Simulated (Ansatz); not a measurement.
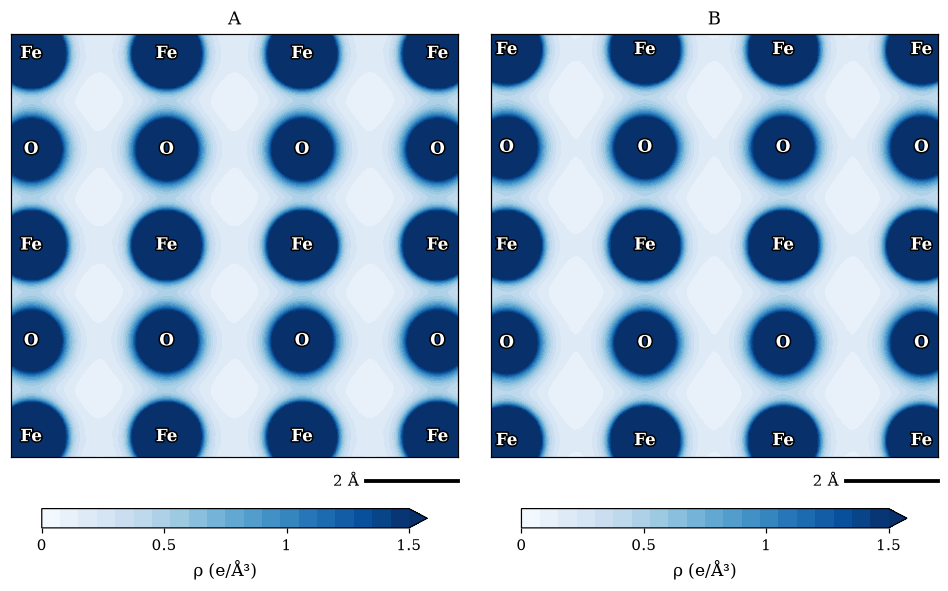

FeO. The valence charge density (pseudo) of two cells that differ in size, on the (101̄) plane of each (indices in the axes of the calculation cell), at one length scale and on one colour scale; one has 9.0 and the other 9.6 Å³ an atom.

The calculation used DFT PBEsol, scalar-relativistic, plane waves, PAW in Ansatz 0.2.0.

Core electrons are frozen (PAW), and the valence fields are smoothed inside the atomic spheres.

### Which panel shows the smaller cell, and what does the compression change?

Panel A is the smaller cell, by 6 % in volume. From the larger cell to the smaller, Fe–O goes from 2.12 to 2.08 Å, and the density at its midpoint from 0.44 to 0.48 e/Å³; the pressure goes from 0.0 to 14 GPa.
